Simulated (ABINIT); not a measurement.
## AlN (F-43m): refractive index against wavelength

The refractive index of AlN (F-43m) below the direct gap (4.19 eV on the mesh) is read from one computed spectrum, n = √(Re ε).

Symmetry: F-43m, No. 216, cubic system. Conventional cell: a = 4.368 Å, b = 4.368 Å, c = 4.368 Å, α = 90.00°, β = 90.00°, γ = 90.00°. Al on site a has 4 N at 1.89 Å as nearest neighbours. N on site d is surrounded by 4 Al at 1.89 Å.

Method: ABINIT 10.8.3, PBE, independent particles, k-mesh 14×14×14, Lorentzian half width 0.05 eV.

Launch of the response step: `optic optic.abi`. The run took 25 s, its band step included, on 4 threads of Intel(R) Xeon(R) Platinum 8488C (Sapphire Rapids), on a shared host.

```tsv
wavelength (nm)	photon energy E (eV)	n
1310	0.946	2.1700
1064	1.165	2.1762
850	1.459	2.1867
700	1.771	2.2011
633	1.959	2.2114
532	2.331	2.2360
450	2.755	?
```

In the single-oscillator model n² − 1 = E₀E_d/(E₀² − E²), so 1/(n² − 1) = E₀/E_d − E²/(E₀E_d) is linear in E².

Working, on the rows shown:

| x = E² (eV²) | y = 1/(n² − 1) |
| --- | --- |
| 0.895757 | 0.269622 |
| 1.35784 | 0.267677 |
| 2.12762 | 0.264434 |
| 3.13716 | 0.260089 |
| 3.83641 | 0.25705 |
| 5.43137 | 0.250019 |

Means: x̄ = 2.7977, ȳ = 0.26148. Σ(x − x̄)(y − ȳ) = -0.06165, Σ(x − x̄)² = 14.27. Slope = -0.06165 / 14.27 = -0.00432; intercept = ȳ − slope · x̄ = 0.27357. Turned back into n, the line misses the rows shown by at most 0.00031.

Predict the last column of the withheld row from the fit.

At x = 7.5912 the line gives y = 0.24077, that is 2.2701. The run gave 2.2725, so the extrapolation is off by 0.0024, 2 % of the range in the table.

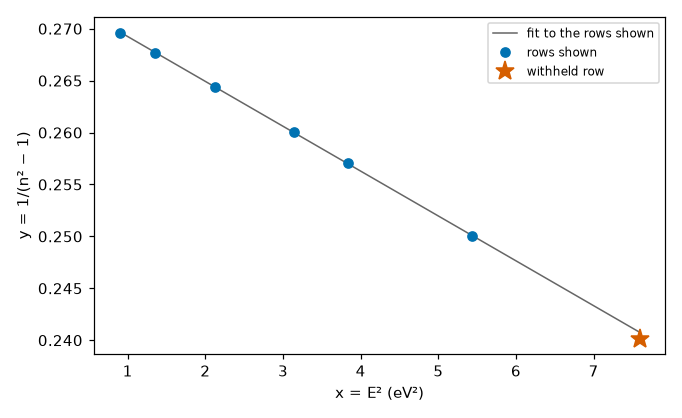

Refitted with all rows, the slope is -0.004397 and the intercept 0.27374. These give E₀ = √(intercept/−slope) = 7.89 eV and E_d = E₀/intercept = 28.8 eV; E₀ is 1.9 times the direct gap. The electronic limit at long wavelengths, without lattice vibrations, is n = √(1 + 1/intercept) = 2.157. Excitons are left out and so are local fields; PBE gaps are as a rule too small. The values come from a sum over the points of one k-mesh and carry its error, which grows as the direct gap shrinks.

[Logs are printed without paths, hosts, clocks, repeated set-up lines and the standing remarks that a program may print on its own settings, such as how far it seeks lower states.]
